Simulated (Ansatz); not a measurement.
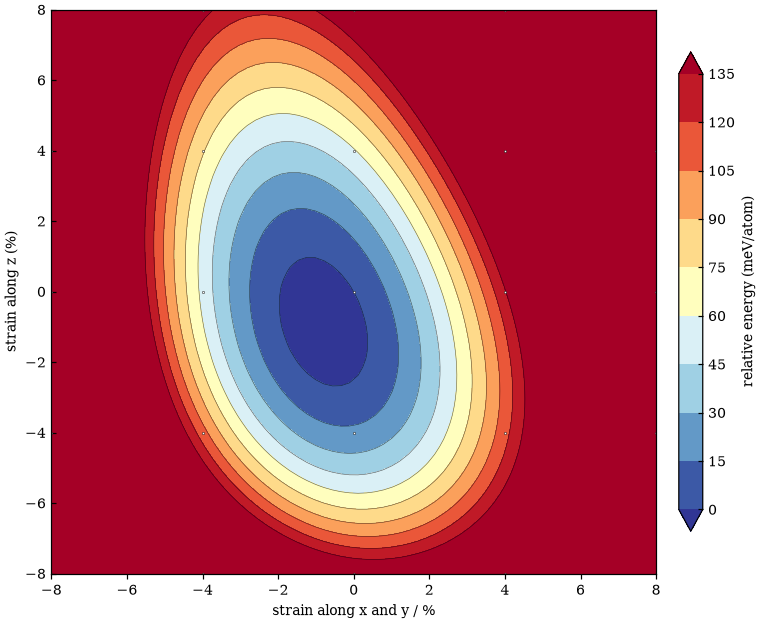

WC (Fm-3m, No. 225; 2 atoms in the cell). The cell is strained homogeneously, by one strain along x and y and another along z, with fractional coordinates fixed (x, y and z along the cube axes). Coordinates scanned: (1) strain along x and y; (2) strain along z. The grid has 5 × 5 points. Points are written as (first, second). Energies: meV/atom, counted from the lowest grid point. The reference cell is the one listed in the database, not relaxed at this level. Theory: DFT PBEsol, scalar-relativistic, plane waves, PAW (Ansatz 0.2.0). Settings: cutoff 420 eV, k-mesh 18×18×18, gaussian smearing 0.15 eV, no spin polarisation.

In the figure: filled contours, dots at the grid points, one colour for all values above the top of the scale. Between grid points the surface is interpolated.

> Estimate the clamped-ion elastic constants that this map fixes.

With the cell volume of 21.1 Å³, the curvatures of the interpolated surface at its minimum give C₁₁ + C₂₂ + 2C₁₂ ≈ 2000 GPa, C₃₃ ≈ 810 GPa and C₁₃ + C₂₃ ≈ 350 GPa (clamped ions, Cartesian axes of the cell). A stretch of 1 % along z with free sides (kept equal in x and y) would change the in-plane lengths by about −0.17 %.
